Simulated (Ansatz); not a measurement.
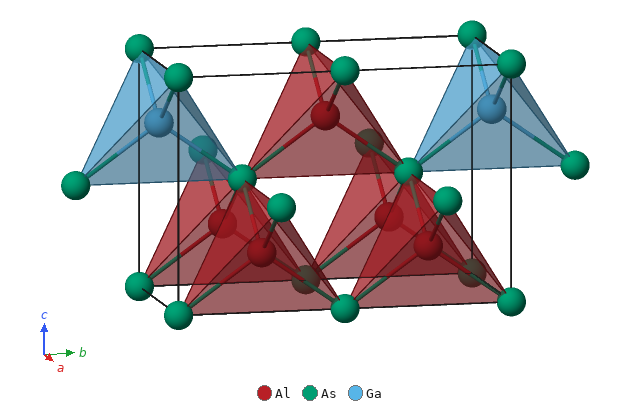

Crystal structure, polyhedral style, seen slightly off an axis. One conventional unit cell is framed, with atoms on its boundary repeated. A few atoms beyond the faces are included.

Al3GaAs4, space group Pmm2 (No. 25), a = 4.016 Å, b = 8.028 Å, c = 5.671 Å, α = 90.00°, β = 90.00°, γ = 90.00°. The initial geometry was a structure type filled with these elements by a generator (whether the compound takes this form wasn't checked). Earlier steps of the study may have refined or changed the cell and positions. A calculation with Ansatz used it as input.

This one geometry was computed with Ansatz (DFT, plane waves, PAW) at five levels of theory: r2SCAN, PBE with spin-orbit coupling, PBE0, PBE and HSE06. It was relaxed beforehand with r2SCAN.

**Which level gives the highest pressure at this volume, and what does that say about its equilibrium volume?**

Highest: PBE with spin-orbit coupling (2.1 GPa) and PBE (2.1 GPa), which points to the largest equilibrium volume. Lowest, with the smallest volume: r2SCAN (0.0 GPa), PBE0 (0.2 GPa) and HSE06 (0.4 GPa). Levels within 0.5 GPa of each other can't be told apart.

**How does the band gap change with the level of theory?**

PBE with spin-orbit coupling: a gap of 1.35 eV, direct; PBE: a gap of 1.45 eV, direct; r2SCAN: a gap of 1.80 eV, direct; HSE06: a gap of 2.08 eV, direct; PBE0: a gap of 2.72 eV, indirect.

**Collect the results in a table.**

| level | cutoff (eV) | k-mesh of the run's cell | gap (eV) | pressure (GPa) |
| --- | --- | --- | --- | --- |
| r2SCAN | 500 | 6×4×4 | 1.80 | 0.0 |
| PBE with spin-orbit coupling | 420 | 6×4×4 | 1.35 | 2.1 |
| PBE0 | 420 | 4×2×4 | 2.72 | 0.2 |
| PBE | 420 | 6×4×4 | 1.45 | 2.1 |
| HSE06 | 420 | 4×2×4 | 2.08 | 0.4 |

Gaps are taken on the k-mesh or band path of each run.
